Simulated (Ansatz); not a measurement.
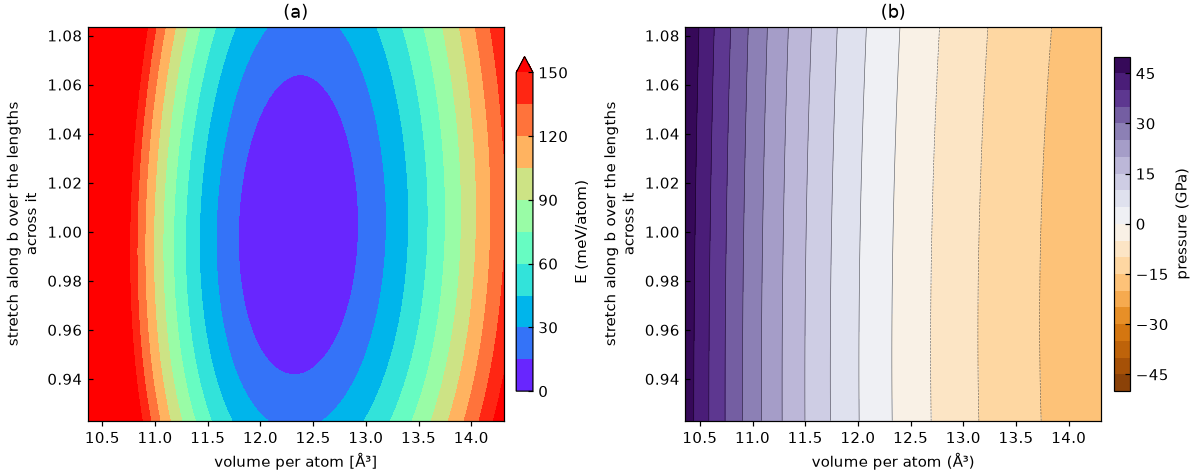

SnO₂ (Pbcn, No. 60; 12 atoms in the cell). 
- The energy is mapped over volume and the cell's shape.
- First axis: volume per atom. Second axis: stretch along b over the lengths across it, relative to the relaxed cell.
- Nothing is relaxed (fractional coordinates fixed).
- The grid has 9 × 9 points.
- Points are written as (first, second).
- Energies: meV/atom, counted from the lowest grid point.
- The band gap closes in part of the range.
- The calculation used Ansatz 0.2.0, DFT PBE, scalar-relativistic, plane waves, PAW. Settings: cutoff 520 eV, k-mesh 6×6×6, gaussian smearing 0.05 eV, no spin polarisation.

Panel (a) is the energy; panel (b) is the computed pressure, in GPa.

The picture shows filled contours, one colour for all values above the top of the scale. Between grid points the surface is interpolated.

Question: How does the pressure vary over the map, and what is it at the lowest grid point?

Answer: It runs from −19 GPa at (14.31 Å³, 0.961) to 50 GPa at (10.36 Å³, 1.083). At the lowest grid point, (12.33 Å³, 1.000), it is 0 GPa. The pressure is minus the slope of the energy with volume, so it vanishes at the true minimum, which need not be a grid point.

PAW datasets: the set soft_1.
